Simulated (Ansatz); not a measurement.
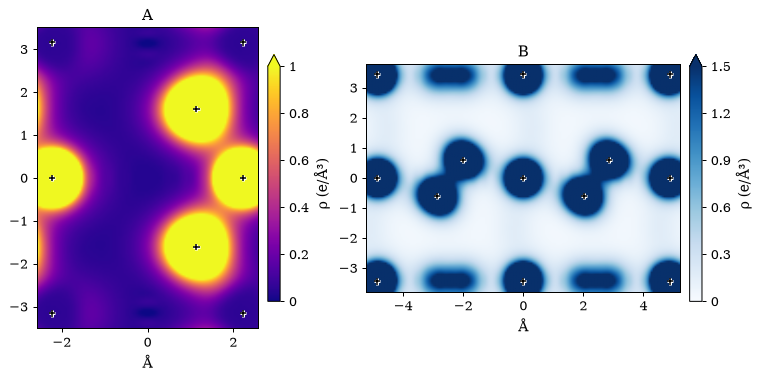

The valence charge density (pseudo) of 2 systems, each on a plane through atoms (crosses mark nuclei in the plane).

Computed with Ansatz, DFT r2SCAN, scalar-relativistic, plane waves, PAW.

System 1: ZnO2, the (011) plane of the conventional cell. Space group Pa-3; a structure from a database of computed crystals, not necessarily the ambient phase.

```yaml
crystal:
  lattice:
    - [4.87253, 0.00000, 0.00000]
    - [0.00000, 4.87253, 0.00000]
    - [0.00000, 0.00000, 4.87253]
  atoms:
    - { symbol: Zn, position: [0.00000, 0.50000, 0.50000] }
    - { symbol: Zn, position: [0.50000, 0.50000, 0.00000] }
    - { symbol: Zn, position: [0.50000, 0.00000, 0.50000] }
    - { symbol: Zn, position: [0.00000, 0.00000, 0.00000] }
    - { symbol: O, position: [0.41224, 0.08776, 0.91224] }
    - { symbol: O, position: [0.08776, 0.91224, 0.41224] }
    - { symbol: O, position: [0.91224, 0.41224, 0.08776] }
    - { symbol: O, position: [0.58776, 0.58776, 0.58776] }
    - { symbol: O, position: [0.41224, 0.41224, 0.41224] }
    - { symbol: O, position: [0.08776, 0.58776, 0.91224] }
    - { symbol: O, position: [0.91224, 0.08776, 0.58776] }
    - { symbol: O, position: [0.58776, 0.91224, 0.08776] }
```

System 2: AlGa3N4, the (110) plane of the conventional cell. Space group P-43m; a structure from a database of computed crystals, not necessarily the ambient phase.

```
CELL_PARAMETERS angstrom
4.46534 0.00000 0.00000
0.00000 4.46534 0.00000
0.00000 0.00000 4.46534
ATOMIC_POSITIONS crystal
Al 0.00000 0.00000 0.00000
Ga 0.50000 0.50000 0.00000
Ga 0.50000 0.00000 0.50000
Ga 0.00000 0.50000 0.50000
N 0.75535 0.75535 0.24465
N 0.75535 0.24465 0.75535
N 0.24465 0.75535 0.75535
N 0.24465 0.24465 0.24465
```

### Which map belongs to which system?

Panel A is system 2, AlGa3N4: the plane holds Al, Ga and N. Al–N (1.89 Å): ρ is about 0.7 e/Å³ halfway. Panel B is system 1, ZnO2: the plane holds Zn and O. O–O (1.48 Å): ρ is about 1.8 e/Å³ halfway.
